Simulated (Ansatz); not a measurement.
# A series of single points on WSe₂

System: WSe₂ (Pm, 3 atoms in the cell).
Method: DFT PBE+D3(BJ), scalar-relativistic, plane waves, PAW, no spin polarisation (Ansatz 0.2.0).

The 8 runs differ only in the geometry, by a strain of the cell at fixed fractional positions. Against run 5, the strain is εxx = −0.02 η, εxy = η and εyy = −0.02 η. The structure derives from a Materials Project entry.

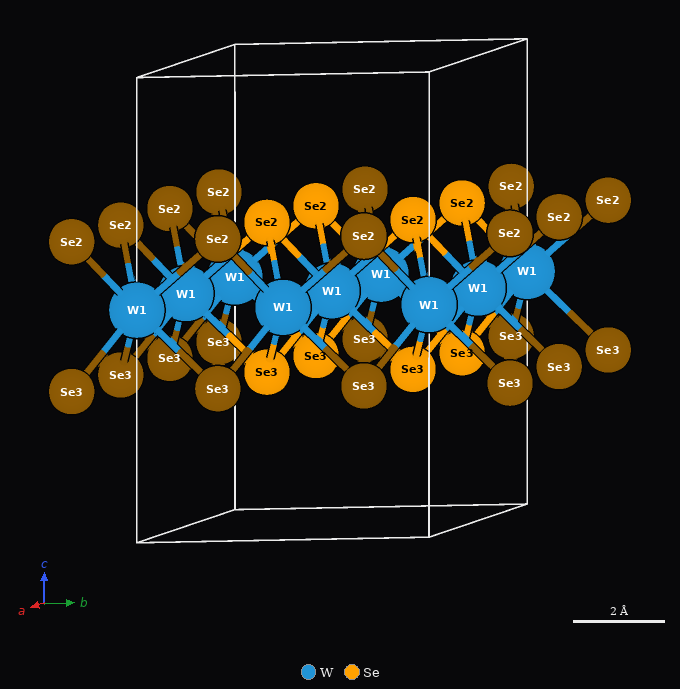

Figure 1. The structure of run 5 (ball-and-stick view of the 2 × 2 repeat of the cell, with the vacuum cut short, seen slightly off an axis; neighbours outside the cell are drawn fainter; atoms are numbered from 1 in the order of the input).

## Input of run 5
```yaml
crystal:
  lattice:
    - [3.3179375931, 0.0622113299, 0.0]
    - [-1.6050922045, 2.8423125788, 0.0]
    - [0.0, 0.0, 16.65814242]
  atoms:
    - { symbol: W, position: [0.0, 0.0, 0.0] }
    - { symbol: Se, position: [0.3333333333, 0.6666666667, 0.09978652] }
    - { symbol: Se, position: [0.3333333333, 0.6666666667, 0.90021348] }
basis:
  ecutwfc: 300.0
kpoints:
  mp_grid: { grid: [6, 6, 1] }
hamiltonian:
  xc: pbe
  dispersion: d3bj
scf:
  occupations: { method: gaussian, width: 0.05 }
output:
  forces: true
  stress: true
  eigenvalues: true
```

Command:
```bash
ansatz run input.yaml --threads 1 --pin off --max-ram 1536MiB --backend cpu --events-out ev --progress --plain --runs-dir out
```

Run 6 differs from it as follows:
```diff
-    - [3.3179375931, 0.0622113299, 0.0]
-    - [-1.6050922045, 2.8423125788, 0.0]
+    - [3.3179375931, 0.1036855498, 0.0]
+    - [-1.5691744765, 2.8215754689, 0.0]
```

## Results, with one run withheld

| run | strain parameter η (%) | free energy per atom, from the lowest run given (meV) | pressure (GPa) | gap on the mesh (eV) |
| --- | --- | --- | --- | --- |
| 1 | −6.8774 | 51.40 | 0.25 | 1.50 |
| 2 | −4.3765 | 12.23 | −0.07 | 1.52 |
| 3 | −1.2504 | 0.00 | −0.17 | 1.52 |
| 4 | −0.6252 | 2.29 | −0.15 | 1.52 |
| 5 | 0.0000 | 6.26 | −0.12 | 1.52 |
| 6 | 1.2504 | ? | ? | ? |
| 7 | 1.8757 | 28.66 | 0.06 | 1.51 |
| 8 | 2.5009 | 39.27 | 0.15 | 1.50 |

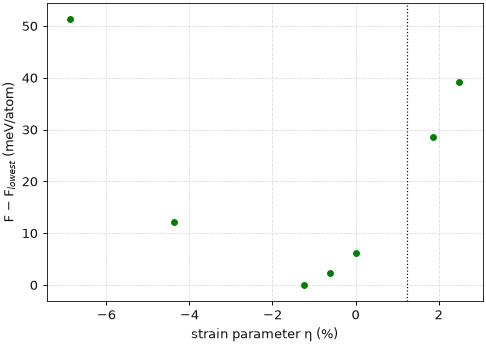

Figure 2. Free energy per atom of the runs given; the dotted line marks run 6.

What should run 6 give?

A cubic polynomial in the coordinate, fitted to the 7 runs given, misses them by at most 0.13 meV per atom. With x = η + 1.2504, it reads F = −0.12876 + 2.5806 x + 2.1029 x² + 0.0030365 x³ (meV per atom). At run 6 it gives 19.52 meV per atom, and the run itself gives 19.55. The fit has its minimum at η = −1.8648 %.

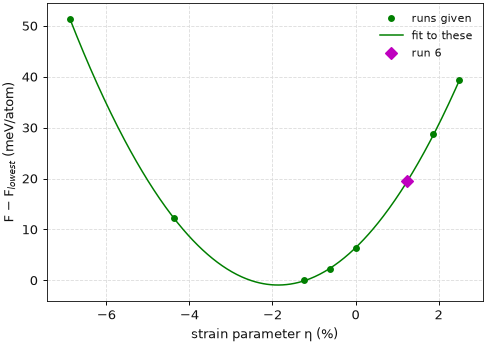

Figure 3. The fit and the withheld run.

## Output, shortened to warnings, some set-up lines, iterations and results (run 6)
```
Warning: basis.ecutwfc = 300 eV is below the records' recommended 420 eV, and the density's cutoff is lower with it unless basis.ecutrho_ratio is high enough to keep the records' density cutoff: compare with a run at a higher cutoff
Basis set: ecut = 300 eV, 1889 PW (Γ), exchange–correlation on 40×40×192 points (8 copies of the dense FFT grid, shifted against one another)
Symmetry: 2 space group operations
k-points: 20 of 36 (time reversal used)
Initial density: superposition of atomic densities (neutral atoms: chi_scale 0, normalization atom), corrected by the library's trained network
[...]
SCF iter   1: F=—  HF=-21325.483194 eV  |F-HF|=—  |Δ(HF+E_count)|=         —  Δρ=3.38e-3  dr2=6.48e-3  ethr=1.77e-3  ⟨swp⟩=8.4  Hψ=2652  notcnv=0
SCF iter   2: F=—  HF=-21325.484073 eV  |F-HF|=—  |Δ(HF+E_count)|=   8.80e-4  Δρ=1.80e-3  dr2=2.14e-3  ethr=1.41e-5  ⟨swp⟩=2.1  Hψ=1202  notcnv=0  defer=20
SCF iter   3: F=—  HF=-21325.485654 eV  |F-HF|=—  |Δ(HF+E_count)|=   1.58e-3  Δρ=8.21e-4  dr2=1.64e-3  ethr=4.65e-6  ⟨swp⟩=2.0  Hψ=772  notcnv=0
SCF iter   4: F=—  HF=-21325.485655 eV  |F-HF|=—  |Δ(HF+E_count)|=   1.52e-6  Δρ=2.94e-4  dr2=7.63e-5  ethr=3.57e-6  ⟨swp⟩=2.0  Hψ=668  notcnv=0
SCF iter   5: F=—  HF=-21325.485668 eV  |F-HF|=—  |Δ(HF+E_count)|=   1.22e-5  Δρ=6.33e-5  dr2=3.67e-6  ethr=1.66e-7  ⟨swp⟩=2.1  Hψ=712  notcnv=0
SCF iter   6: F=—  HF=-21325.485671 eV  |F-HF|=—  |Δ(HF+E_count)|=   3.41e-6  Δρ=1.04e-5  dr2=2.43e-7  ethr=7.98e-9  ⟨swp⟩=2.1  Hψ=768  notcnv=0
SCF iter   7: F=-21325.485671 eV  HF=-21325.485671 eV  |F-HF|=3.97e-10  |Δ(HF+E_count)|=   2.28e-7  Δρ=2.53e-6  dr2=2.21e-8  ethr=2.17e-10  ⟨swp⟩=7.0  Hψ=2306  notcnv=0
SCF 1 converged in 7 iterations: F = -21325.485671 eV  dr2 = 2.21e-8
SCF converged after 7 iterations
Free energy (F): -21325.485671 eV
Harris-Foulkes:  -21325.485671 eV  (|F-HF|=3.97e-10)
Internal energy: -21325.485671 eV  (E = F + TS)
E sigma→0 (E₀):  -21325.485671 eV
Fermi energy:    2.456712 eV
--- Per-component energies (eV) ---
  E_band       = -1346.839195
  E_kinetic    = 688.868677
  E_local      = -32105.082126  (includes V_loc(G=0)·N_el)
  E_nonlocal   = -1187.014749
  E_hartree    = 15693.470562
  E_xc         = -476.103045
  E_vxc        = -436.170690  (∫ρ·V_xc dr)
  E_paw        = -12388.372870  (= ΣΔE_a)
  E_vpaw       = 305.636887  (= ΣTr[D̂ρ^β])
  E_aug_tail   = 0.001508  (compensation charges beyond the density's cutoff)
  E_ewald      = 8449.747291
  E_disp       = -1.000919  (pairwise vdW)
  E_smearing   = -0.000000  (= −TS)
  E_closure    = -0.000000  (closes the sum)
  Σ components = -21325.485671   (vs F -21325.485671, Δ=0.00e0)
--- Forces (eV/Å), atoms counted from 1 ---
  atom   1  W     -0.46141606     0.05194894     0.00000000
  atom   2  Se     0.23070982    -0.02597439     0.20605614
  atom   3  Se     0.23070982    -0.02597439    -0.20605614
  max |Σ_I F_I| component: 3.59e-6 eV/Å
--- Stress (GPa, compression-positive) ---
       -0.431204      -1.989530       0.000000
       -1.989530      -0.289759       0.000000
        0.000000       0.000000       0.675977
  P = ⅓ Tr σ = -0.0150 GPa (-0.150 kbar)
```

The program warns: the cutoff is below the recommended one. Spin–orbit coupling is left out, which matters for W.
